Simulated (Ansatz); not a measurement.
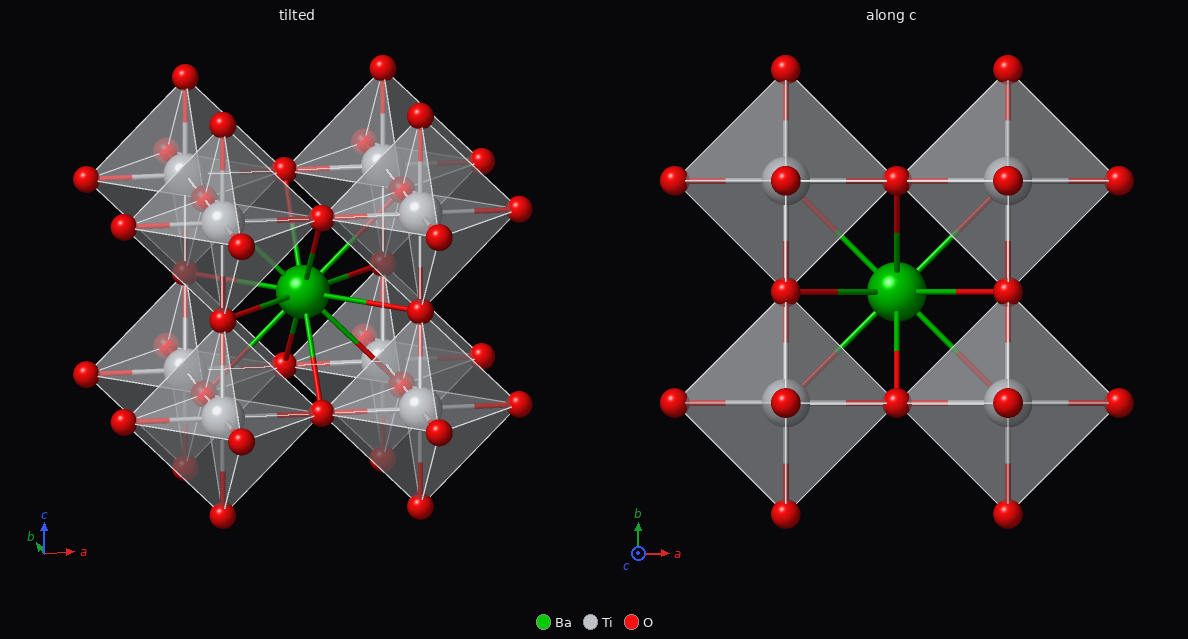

The crystal in a polyhedral representation, seen slightly off an axis and along the c axis. The conventional unit cell is drawn as a box. Some atoms of the next cells are drawn as well. Cell: a = 3.764 Å, b = 3.764 Å, c = 3.764 Å, α = 90.00°, β = 90.00°, γ = 90.00°.

What does the picture show?

It has the composition BaTiO3. Symmetry: Pm-3m (No. 221), primitive cubic lattice. It adopts the structure known as cubic perovskite. Cell content 1 Ba, 1 Ti, 3 O; Z = 1. The polyhedra are TiO6 octahedra; they share corners. Ba bonds to twelve O in a cuboctahedral arrangement at about 2.7 Å. The Ti atoms are each bonded to six O in an octahedral arrangement at about 1.9 Å. About every O there are four Ba and two Ti in a distorted octahedral arrangement (about 2.7 Å to Ba, 1.9 Å to Ti). The bonds build a three-dimensional framework.

Source of the structure: a structure listed in the Materials Project. Earlier steps of the study may have refined or changed the cell and positions. It was run through Ansatz as a DFT input.

At this level of theory the cell isn't at rest (compressed, at 50 GPa), so its distances can differ from those at equilibrium, the more so the softer the solid.
